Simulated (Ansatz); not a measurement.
## Run report: SiC, single-point calculation

System: SiC (Cmc2₁, 48 atoms in the cell).
Method: DFT PBE, scalar-relativistic, plane waves, PAW, no spin polarisation (Ansatz 0.2.0).

The structure derives from an entry of the Crystallography Open Database.

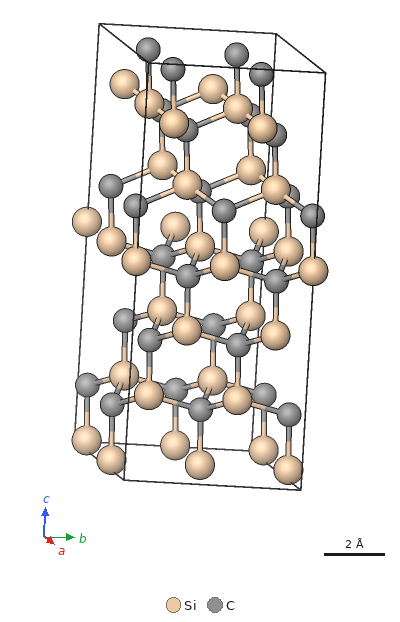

*The structure (ball-and-stick view of the cell of the calculation, seen slightly off an axis). An atom can appear more than once, as a periodic image.*

### Key numbers

| quantity | value |
| --- | --- |
| outcome | converged |
| space group (tolerance 0.01 Å) | Cmc2₁ (36) |
| electrons treated | 192 |
| free energy | −21290.0157 eV |
| Fermi energy | 10.586 eV |
| gap on the k-point mesh | 1.86 eV |
| largest force (length of the vector) | 0.742 eV/Å |
| hardware | 4 threads of Arm Neoverse N1, 98 GiB of memory available, shared host |
| wall time | 8.6 s (CPU time 32 s) |
| peak memory | 1.8 GiB |

### Input file
```yaml
crystal:
  lattice:
    - [-6.1556, 0.0, 0.0]
    - [-3.0778, -5.335, 0.0]
    - [-3.0778, 0.0, 15.1219]
  atoms:
    - { symbol: Si, position: [0.98735, 0.1673, 0.858] }
    - { symbol: Si, position: [0.48735, 0.1673, 0.858] }
    - { symbol: Si, position: [0.98735, 0.6673, 0.858] }
    - { symbol: Si, position: [0.48735, 0.6673, 0.858] }
    - { symbol: Si, position: [0.90465, 0.8327, 0.358] }
    - { symbol: Si, position: [0.40465, 0.8327, 0.358] }
    - { symbol: Si, position: [0.90465, 0.3327, 0.358] }
    - { symbol: Si, position: [0.40465, 0.3327, 0.358] }
    - { symbol: Si, position: [0.9876, 0.5007, 0.5241] }
    - { symbol: Si, position: [0.4876, 0.5007, 0.5241] }
    - { symbol: Si, position: [0.9876, 0.0007, 0.5241] }
    - { symbol: Si, position: [0.4876, 0.0007, 0.5241] }
    - { symbol: Si, position: [0.7383, 0.4993, 0.0241] }
    - { symbol: Si, position: [0.2383, 0.4993, 0.0241] }
    - { symbol: Si, position: [0.7383, 0.9993, 0.0241] }
    - { symbol: Si, position: [0.2383, 0.9993, 0.0241] }
    - { symbol: Si, position: [0.73653, 0.8357, 0.69124] }
    - { symbol: Si, position: [0.23653, 0.8357, 0.69124] }
    - { symbol: Si, position: [0.73653, 0.3357, 0.69124] }
    - { symbol: Si, position: [0.23653, 0.3357, 0.69124] }
    - { symbol: Si, position: [0.82223, 0.1643, 0.19124] }
    - { symbol: Si, position: [0.32223, 0.1643, 0.19124] }
    - { symbol: Si, position: [0.82223, 0.6643, 0.19124] }
    - { symbol: Si, position: [0.32223, 0.6643, 0.19124] }
    - { symbol: C, position: [0.92685, 0.496, 0.6503] }
    - { symbol: C, position: [0.42685, 0.496, 0.6503] }
    - { symbol: C, position: [0.92685, 0.996, 0.6503] }
    - { symbol: C, position: [0.42685, 0.996, 0.6503] }
    - { symbol: C, position: [0.67285, 0.504, 0.1503] }
    - { symbol: C, position: [0.17285, 0.504, 0.1503] }
    - { symbol: C, position: [0.67285, 0.004, 0.1503] }
    - { symbol: C, position: [0.17285, 0.004, 0.1503] }
    - { symbol: C, position: [0.92915, 0.16, 0.9817] }
    - { symbol: C, position: [0.42915, 0.16, 0.9817] }
    - { symbol: C, position: [0.92915, 0.66, 0.9817] }
    - { symbol: C, position: [0.42915, 0.66, 0.9817] }
    - { symbol: C, position: [0.83915, 0.84, 0.4817] }
    - { symbol: C, position: [0.33915, 0.84, 0.4817] }
    - { symbol: C, position: [0.83915, 0.34, 0.4817] }
    - { symbol: C, position: [0.33915, 0.34, 0.4817] }
    - { symbol: C, position: [0.6771, 0.829, 0.8168] }
    - { symbol: C, position: [0.1771, 0.829, 0.8168] }
    - { symbol: C, position: [0.6771, 0.329, 0.8168] }
    - { symbol: C, position: [0.1771, 0.329, 0.8168] }
    - { symbol: C, position: [0.7561, 0.171, 0.3168] }
    - { symbol: C, position: [0.2561, 0.171, 0.3168] }
    - { symbol: C, position: [0.7561, 0.671, 0.3168] }
    - { symbol: C, position: [0.2561, 0.671, 0.3168] }
basis:
  ecutwfc: 420
  fft_grid_basis: typed
kpoints:
  mp_grid: { grid: [2, 2, 2] }
hamiltonian:
  xc: pbe
  pseudopotentials: { kind: paw }
scf:
  occupations: { method: gaussian, width: 0.05 }
output:
  forces: true
  stress: false
  eigenvalues: true
  bader: false
  write_density: true
  volumetric_format: npy
```

Launched with:
```bash
ansatz run input.yaml --threads 4 --pin off --max-ram 10240MiB --backend cpu --events-out ev --progress --plain --runs-dir out
```

### Output
```
Engine: ansatz 0.2.0, aarch64-unknown-linux-gnu
Pseudopotentials: kind: paw
Pseudopotential: Si, paw, valence charge 4, recommended cutoff 420 eV (normal), Si.paw.azcp
Pseudopotential: C, paw, valence charge 4, recommended cutoff 420 eV (normal), C.paw.azcp
Functional definition: PBE
  parameter kappa = 0.804
  parameter beta = 0.06672455060314922
  exchange = pbe_x(kappa = kappa, mu = beta*pi^2/3)
  correlation = pbe_c(beta = beta)
Crystal: 48 atoms, lattice volume = 496.605 Å³
Basis set: ecut = 420 eV, 9737 PW (Γ), exchange–correlation on 90×90×216 points (8 copies of the dense FFT grid, shifted against one another)
Bands: 144, of which v1, the nominal top of the filled ones, is band 96 counted from 1 (95 counted from 0)
Symmetry: 16 space group operations
Space group: Cmc21 (ITA 36), of the structure as read, at distance tolerance 7.9e-5 Å
k-points: 5 of 8
Non-local potential: Si, projectors of the file, l = 0: 2, l = 1: 2, l = 2: 2
Non-local potential: C, projectors of the file, l = 0: 2, l = 1: 2, l = 2: 1
PAW form: soft (Blöchl's): semilocal exchange-correlation on the pseudo side does not see the compensation charge
PAW one-centre angular grid: Si, 110 points (default); XC on 64 Gauss nodes
PAW one-centre angular grid: C, 110 points (default); XC on 64 Gauss nodes
Initial density: superposition of atomic densities (neutral atoms: chi_scale 0, normalization atom), corrected by the library's trained network
Initial wavefunctions: pseudopotential atomic-orbital guess
Functional: x = pbe(κ = 0.804, μ = 0.2195149727645171), c = pbe(β = 0.06672455060314922)
SCF iter   1: F=—  HF=-21290.009582 eV  |F-HF|=—  |Δ(HF+E_count)|=         —  Δρ=2.12e-3  dr2=1.03e-2  ethr=1.77e-3  ⟨swp⟩=6.0  Hψ=3298  notcnv=0  defer=68
preconditioner: auto → Resta (q_TF=auto, 2.329 Å⁻¹)  ε∞=4.7  [insulator: Δε(μ)=1.853 eV  Ē_g=11.930 eV  σ=0.050 eV  W_gap=1.00  n_scr=102 (ndim 8)  ℏωp=23.1 eV  f_vac=0.000  D(μ)=0.00/eV (n_scr^D=0)  ε∞_Penn≈4.7]
SCF iter   2: F=—  HF=-21290.013508 eV  |F-HF|=—  |Δ(HF+E_count)|=   3.93e-3  Δρ=1.17e-3  dr2=3.07e-3  ethr=5.36e-6  ⟨swp⟩=2.2  Hψ=1195  notcnv=0  defer=108
SCF iter   3: F=—  HF=-21290.014906 eV  |F-HF|=—  |Δ(HF+E_count)|=   1.40e-3  Δρ=1.64e-4  dr2=1.55e-4  ethr=1.60e-6  ⟨swp⟩=3.0  Hψ=1031  notcnv=0  defer=4
automatic band count: iteration 3 solves 112 bands in place of 144: the levels show a gap, and the empty bands left out lie too high to hold charge; the band table lists the bands solved (type scf.n_extra_bands for more)
SCF iter   4: F=—  HF=-21290.014889 eV  |F-HF|=—  |Δ(HF+E_count)|=   1.66e-5  Δρ=5.77e-5  dr2=1.27e-5  ethr=8.09e-8  ⟨swp⟩=2.2  Hψ=900  notcnv=0  defer=4
SCF iter   5: F=—  HF=-21290.015734 eV  |F-HF|=—  |Δ(HF+E_count)|=   8.45e-4  Δρ=1.37e-5  dr2=1.10e-6  ethr=6.61e-9  ⟨swp⟩=2.2  Hψ=923  notcnv=0  defer=4
SCF iter   6: F=-21290.015735 eV  HF=-21290.015735 eV  |F-HF|=2.10e-8  |Δ(HF+E_count)|=   2.56e-7  Δρ=4.13e-6  dr2=7.99e-8  ethr=5.21e-11  ⟨swp⟩=7.2  Hψ=2779  notcnv=0
SCF 1 converged in 6 iterations: F = -21290.015735 eV  dr2 = 7.99e-8
  greatest PAW one-centre occupation: 0.643 electrons in one spin orbital (limit 2), on the C atom at site 39 (counted from 0), in its partial waves of l = 0
```

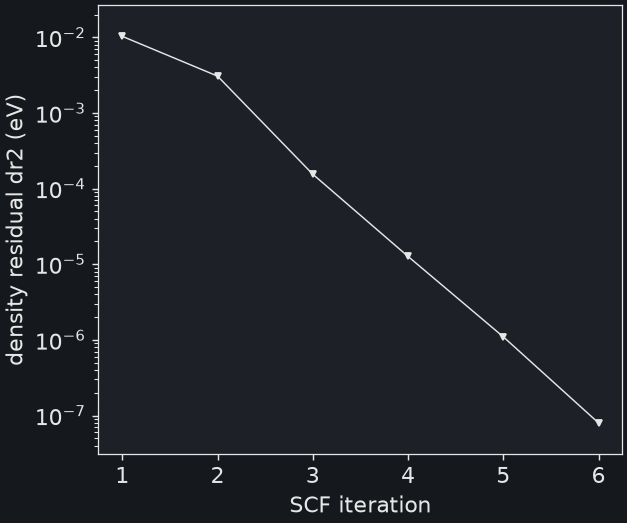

*Convergence of the self-consistent field: density residual dr2 against the SCF iteration.*

The residual falls at every step.

```
SCF converged after 6 iterations
Free energy (F): -21290.015735 eV
Harris-Foulkes:  -21290.015735 eV  (|F-HF|=2.10e-8)
Internal energy: -21290.015735 eV  (E = F + TS)
E sigma→0 (E₀):  -21290.015735 eV
Fermi energy:    10.586339 eV
--- Per-component energies (eV) ---
  E_band       = 693.750318
  E_kinetic    = 3264.822760
  E_local      = -2520.838307  (includes V_loc(G=0)·N_el)
  E_nonlocal   = 1242.660006
  E_hartree    = 777.426417
  E_xc         = -2532.490299
  E_vxc        = -2625.498257  (∫ρ·V_xc dr)
  E_paw        = -14691.077256  (= ΣΔE_a)
  E_vpaw       = -222.252914  (= ΣTr[D̂ρ^β])
  E_aug_tail   = 0.000304  (compensation charges beyond the density's cutoff)
  E_ewald      = -6830.519359
  E_smearing   = -0.000000  (= −TS)
  E_closure    = 0.000000  (closes the sum)
  Σ components = -21290.015735   (vs F -21290.015735, Δ=0.00e0)
--- Forces (eV/Å), atoms counted from 1 ---
  atom   1  Si     0.00000000     0.51574025    -0.25450000
  atom   2  Si     0.00000000     0.51574025    -0.25450000
  atom   3  Si     0.00000000     0.51574025    -0.25450000
  atom   4  Si    -0.00000000     0.51574025    -0.25450000
  atom   5  Si     0.00000000    -0.51574025    -0.25450000
  atom   6  Si     0.00000000    -0.51574025    -0.25450000
  atom   7  Si     0.00000000    -0.51574025    -0.25450000
  atom   8  Si     0.00000000    -0.51574025    -0.25450000
  atom   9  Si     0.00000000    -0.44964320     0.07126593
  atom  10  Si    -0.00000000    -0.44964320     0.07126593
  atom  11  Si     0.00000000    -0.44964320     0.07126593
  atom  12  Si    -0.00000000    -0.44964320     0.07126593
  atom  13  Si    -0.00000000     0.44964320     0.07126593
  atom  14  Si    -0.00000000     0.44964320     0.07126593
  atom  15  Si     0.00000000     0.44964320     0.07126593
  atom  16  Si    -0.00000000     0.44964320     0.07126593
  atom  17  Si    -0.00000000     0.65822177     0.17822136
  atom  18  Si     0.00000000     0.65822177     0.17822136
  atom  19  Si    -0.00000000     0.65822177     0.17822136
  atom  20  Si     0.00000000     0.65822177     0.17822136
  atom  21  Si    -0.00000000    -0.65822177     0.17822136
  atom  22  Si     0.00000000    -0.65822177     0.17822136
  atom  23  Si    -0.00000000    -0.65822177     0.17822136
  atom  24  Si    -0.00000000    -0.65822177     0.17822136
  atom  25  C     -0.00000000    -0.61212983    -0.25253616
  atom  26  C     -0.00000000    -0.61212983    -0.25253616
  atom  27  C      0.00000000    -0.61212983    -0.25253616
  atom  28  C      0.00000000    -0.61212983    -0.25253616
  atom  29  C     -0.00000000     0.61212983    -0.25253616
  atom  30  C      0.00000000     0.61212983    -0.25253616
  atom  31  C     -0.00000000     0.61212983    -0.25253616
  atom  32  C     -0.00000000     0.61212983    -0.25253616
  atom  33  C      0.00000000    -0.59824411     0.43972903
  atom  34  C     -0.00000000    -0.59824411     0.43972903
  atom  35  C      0.00000000    -0.59824411     0.43972903
  atom  36  C     -0.00000000    -0.59824411     0.43972903
  atom  37  C      0.00000000     0.59824411     0.43972903
  atom  38  C     -0.00000000     0.59824411     0.43972903
  atom  39  C     -0.00000000     0.59824411     0.43972903
  atom  40  C     -0.00000000     0.59824411     0.43972903
  atom  41  C      0.00000000    -0.52774238    -0.18216018
  atom  42  C      0.00000000    -0.52774238    -0.18216018
  atom  43  C     -0.00000000    -0.52774238    -0.18216018
  atom  44  C      0.00000000    -0.52774238    -0.18216018
  atom  45  C      0.00000000     0.52774238    -0.18216018
  atom  46  C      0.00000000     0.52774238    -0.18216018
  atom  47  C     -0.00000000     0.52774238    -0.18216018
  atom  48  C     -0.00000000     0.52774238    -0.18216018
  max |Σ_I F_I| component: 1.60e-4 eV/Å
--- Band table (eV; the first three rows and the last of 5) ---
  k-point 0: bands = ["-5.9171", "-5.4136", "-5.3417", "-3.8875", "-3.8160", "-2.5004", "-2.3601", "-2.3601", "-2.3601", "-2.3601", "-2.3528", "-2.3460", "-2.0976", "-1.8587", "-1.8587", "-1.8587", "-1.8587", "-1.5589", "-1.4517", "-1.1298", "-1.1298", "-1.1298", "-1.1298", "-0.9179", "0.9528", "1.0879", "1.0879", "1.0879", "1.0879", "1.1262", "1.4973", "1.7335", "1.8070", "2.0595", "2.0595", "2.0595", "2.0595", "2.3982", "2.3982", "2.3982", "2.3982", "2.6615", "2.9598", "3.2616", "3.3681", "4.8880", "5.1513", "5.3623", "5.3623", "5.3623", "5.3623", "6.0496", "6.0496", "6.0496", "6.0496", "6.2598", "6.4559", "6.4559", "6.4559", "6.4559", "6.5220", "6.6327", "6.6389", "6.6919", "7.0818", "7.1733", "7.2297", "7.2297", "7.2297", "7.2297", "7.2470", "7.6386", "7.7204", "7.8229", "7.8229", "7.8229", "7.8229", "7.9420", "8.2862", "8.2960", "8.2960", "8.2960", "8.2960", "8.3664", "8.4535", "8.5316", "8.6146", "8.7253", "8.8181", "9.0869", "9.1165", "9.2871", "9.3290", "9.4423", "9.5482", "9.6577", "11.5150", "11.6135", "11.6135", "11.6135", "11.6135", "11.7480", "12.7325", "12.9804", "12.9804", "12.9804", "12.9804", "13.3702", "14.1144", "14.1636", "14.3414", "14.3414"]
  k-point 1: bands = ["-5.7819", "-5.7819", "-4.7211", "-4.7211", "-2.8945", "-2.8945", "-2.4436", "-2.4436", "-2.4183", "-2.4183", "-2.2527", "-2.2527", "-2.0652", "-2.0652", "-1.8904", "-1.8904", "-1.5652", "-1.5652", "-1.4227", "-1.4227", "-1.1034", "-1.1034", "-0.9763", "-0.9763", "1.0643", "1.0643", "1.1841", "1.1841", "1.3801", "1.3801", "1.6739", "1.6739", "1.7105", "1.7105", "1.7138", "1.7138", "2.0947", "2.0947", "2.5342", "2.5342", "2.6196", "2.6196", "2.7947", "2.7947", "4.9536", "4.9536", "5.0901", "5.0901", "5.2009", "5.2009", "5.3534", "5.3534", "6.0996", "6.0996", "6.3496", "6.3496", "6.3631", "6.3631", "6.4438", "6.4438", "6.5949", "6.5949", "6.7418", "6.7418", "6.7962", "6.7962", "7.1297", "7.1297", "7.3069", "7.3069", "7.7409", "7.7409", "7.7734", "7.7734", "7.8468", "7.8468", "7.9357", "7.9357", "8.1646", "8.1646", "8.3433", "8.3433", "8.4958", "8.4958", "8.5873", "8.5873", "8.7744", "8.7744", "8.8113", "8.8113", "9.0455", "9.0455", "9.3455", "9.3455", "9.5649", "9.5649", "11.5878", "11.5878", "11.5981", "11.5981", "11.7459", "11.7459", "12.7570", "12.7570", "12.9270", "12.9270", "13.4163", "13.4163", "14.1316", "14.1316", "14.1904", "14.1904"]
  k-point 2: bands = ["-4.8534", "-4.8534", "-4.3698", "-4.3698", "-4.2928", "-4.2928", "-2.9056", "-2.9056", "-2.8407", "-2.8407", "-2.7714", "-2.7714", "-2.7714", "-2.7714", "-1.9358", "-1.9358", "-1.9358", "-1.9358", "-1.5058", "-1.5058", "-0.8554", "-0.8554", "-0.8554", "-0.8554", "1.8623", "1.8623", "2.2461", "2.2461", "2.2461", "2.2461", "2.4339", "2.4339", "2.4339", "2.4339", "3.2891", "3.2891", "3.2891", "3.2891", "3.6059", "3.6059", "3.6636", "3.6636", "4.5843", "4.5843", "4.5843", "4.5843", "4.7911", "4.7911", "4.9337", "4.9337", "4.9337", "4.9337", "4.9709", "4.9709", "5.1171", "5.1171", "5.5895", "5.5895", "5.5895", "5.5895", "5.9868", "5.9868", "6.0522", "6.0522", "6.0522", "6.0522", "6.0670", "6.0670", "6.5490", "6.5490", "7.0531", "7.0531", "7.2388", "7.2388", "7.2388", "7.2388", "7.3923", "7.3923", "7.4583", "7.4583", "7.6350", "7.6350", "7.9025", "7.9025", "7.9025", "7.9025", "7.9286", "7.9286", "8.3021", "8.3021", "8.3639", "8.3639", "8.8504", "8.8504", "8.9227", "8.9227", "13.1745", "13.1745", "13.3429", "13.3429", "13.3429", "13.3429", "13.4196", "13.4196", "13.8669", "13.8669", "14.0408", "14.0408", "14.0408", "14.0408", "14.4898", "14.4898"]
  k-point 4: bands = ["-4.8138", "-4.8138", "-4.5537", "-4.5537", "-4.0346", "-4.0346", "-3.2998", "-3.2998", "-2.8805", "-2.8805", "-2.6609", "-2.6609", "-2.4122", "-2.4122", "-2.2258", "-2.2258", "-1.6642", "-1.6642", "-1.6366", "-1.6366", "-1.0824", "-1.0824", "-0.7018", "-0.7018", "2.0407", "2.0407", "2.2286", "2.2286", "2.3762", "2.3762", "2.4458", "2.4458", "2.6845", "2.6845", "3.0323", "3.0323", "3.1784", "3.1784", "3.5657", "3.5657", "4.0343", "4.0343", "4.3632", "4.3632", "4.4193", "4.4193", "4.6200", "4.6200", "4.8464", "4.8464", "4.8512", "4.8512", "5.0824", "5.0824", "5.4020", "5.4020", "5.5053", "5.5053", "5.5072", "5.5072", "5.6069", "5.6069", "5.9784", "5.9784", "6.2525", "6.2525", "6.2992", "6.2992", "6.3605", "6.3605", "6.8901", "6.8901", "7.1924", "7.1924", "7.2660", "7.2660", "7.3411", "7.3411", "7.3837", "7.3837", "7.7458", "7.7458", "7.8213", "7.8213", "7.9420", "7.9420", "8.1920", "8.1920", "8.2362", "8.2362", "8.6686", "8.6686", "8.8110", "8.8110", "9.0340", "9.0340", "13.1567", "13.1567", "13.2577", "13.2577", "13.4276", "13.4276", "13.8107", "13.8107", "13.8855", "13.8855", "14.0089", "14.0089", "14.0192", "14.0192", "14.4806", "14.4806"]
```

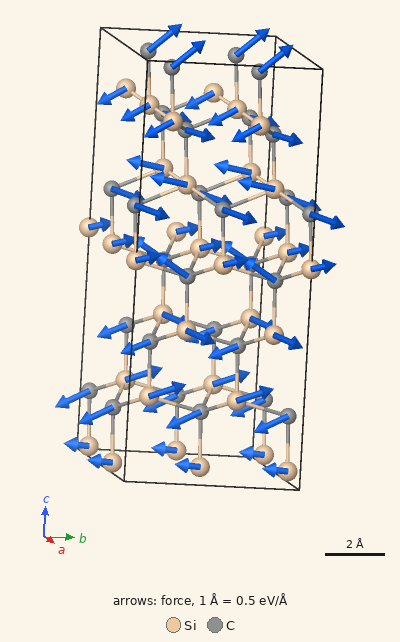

*Forces on the atoms as blue arrows (ball-and-stick view of the cell of the calculation, seen slightly off an axis).*

The largest act on C33, C34, C35, C36, C37, C38 and 2 more (0.74 eV/Å); Si17, Si18, Si19, Si20, Si21, Si22 and 2 more (0.68 eV/Å); C25, C26, C27, C28, C29, C30 and 2 more (0.66 eV/Å); Si1, Si2, Si3, Si4, Si5, Si6 and 2 more (0.58 eV/Å), among others. Atoms are counted from 1 in the order of the input and aren't labelled in the picture. The geometry is not a stationary point of this energy.

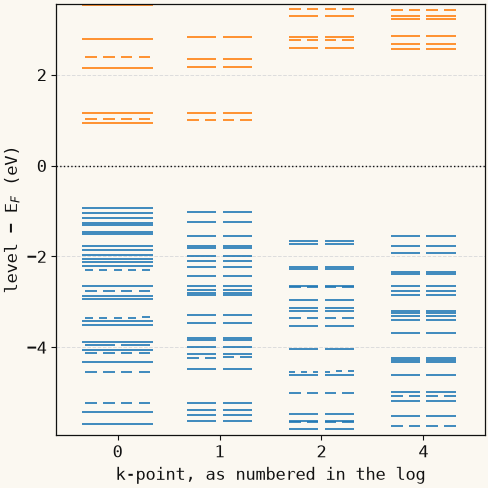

*Kohn–Sham levels near the Fermi level (dotted) at the few k-points that the log prints; levels within 0.02 eV of each other stand side by side.*

Among these points the highest filled and lowest empty levels are 1.86 eV apart, which is the gap on the mesh.
